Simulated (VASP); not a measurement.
**RbBr: density, localisation and related maps**

```
Rb Br
1.0
     4.33350   -4.33350    0.00000
     0.00000    4.33350   -4.33350
     3.99899    3.99899    3.99899
Rb Br
3 3
Cartesian
  0.0000 0.0000 0.0000
  4.2220 -0.1115 -0.1115
  4.1105 4.1105 -0.2230
  2.1110 2.1110 -2.2225
  1.9995 1.9995 1.9995
  6.2215 1.8880 1.8880
```

Space group R-3m; started from the CsCl prototype, which need not be the ambient phase; changed on purpose from its base cell (epitaxial 111 strain +5.0%).

Level of theory: VASP, DFT, PBE, plane waves, PAW.

The density is the valence pseudo-density of a PAW calculation; it isn't the true density close to the nuclei.

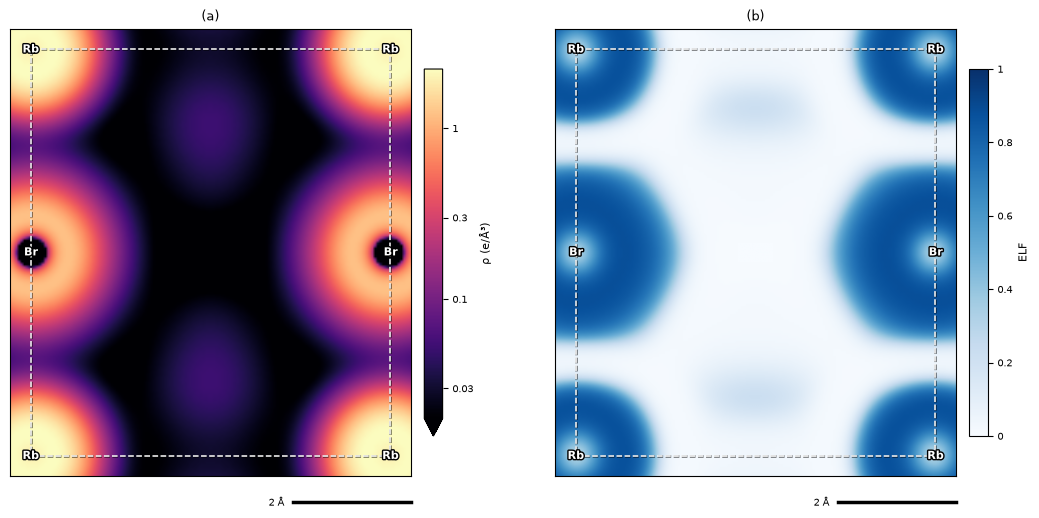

Figure 1. (a) valence electron density; (b) electron localisation function on the (010) plane of the conventional cell.

### What does the map show?

The plane passes through Rb and Br nuclei.
Rb–Br (3.46 Å): the density is about 0.08 e/Å³ at the midpoint; the ELF is about 0.10 at the midpoint (a closed-shell, largely ionic contact).
Between the atoms the lowest density in this plane is 0.01 e/Å³.
The features right at Rb lie inside the PAW spheres, where the map follows smoothed inner orbitals and isn't to be read closely.

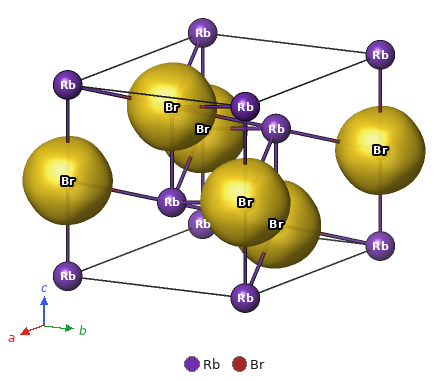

Figure 2. Isosurface of the electron localisation function at 0.65 (yellow), seen at an oblique angle. Core shells and regions of very low density are left out. Sticks mark near contacts.

### Describe the localisation domains.

The surface consists of three regions wrapped around Br (the valence shell of each), counted in one cell of 6 atoms. Any copies at cell faces, edges or corners count once.


 Rb–Br (3.72 Å): the ELF is about 0.05 at the midpoint; a largely ionic contact.

### Does the calculation make it a metal, or give it a gap?

It is gapped, with a Kohn–Sham gap of 3.9 eV on the k-point mesh (the band edges may lie off the mesh, which would make the gap smaller).
